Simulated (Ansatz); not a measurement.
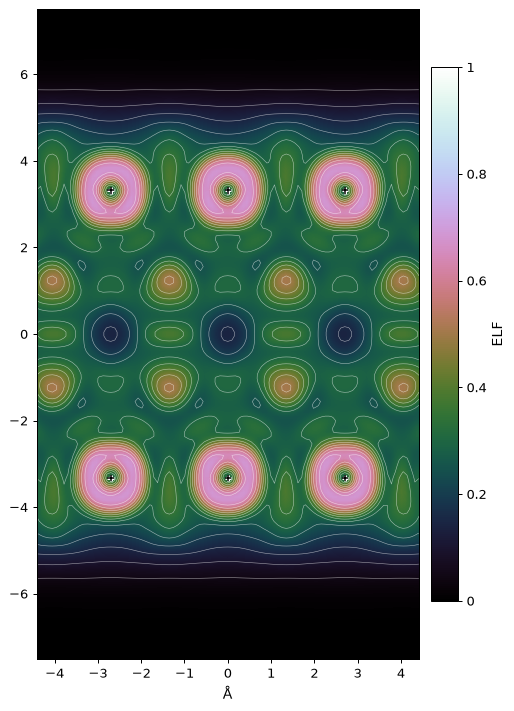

The electron localisation function on a plane through atoms (crosses mark nuclei in the plane).

Method: DFT PBEsol, scalar-relativistic, plane waves, PAW (Ansatz).

Candidates:
A. Ta (slab), a = 2.95 Å, b = 2.95 Å, c = 24.64 Å, α = 90.00°, β = 90.00°, γ = 120.00°. Computed without spin polarisation.
B. W, a = 4.00 Å, b = 4.00 Å, c = 4.00 Å, α = 90.00°, β = 90.00°, γ = 90.00°. Space group Fm-3m.
C. Ir (slab), a = 2.71 Å, b = 2.71 Å, c = 21.63 Å, α = 90.00°, β = 90.00°, γ = 120.00°. Changed on purpose from its base cell (repeats removed: 1); not relaxed (largest force 0.5 eV/Å); computed without spin polarisation.

### Which candidate gave the map?

Candidate C: Ir on the (100) plane of the calculation cell, a cut from vacuum to vacuum, which holds Ir. Ir–Ir (2.71 Å): the ELF is about 0.35 at the midpoint.
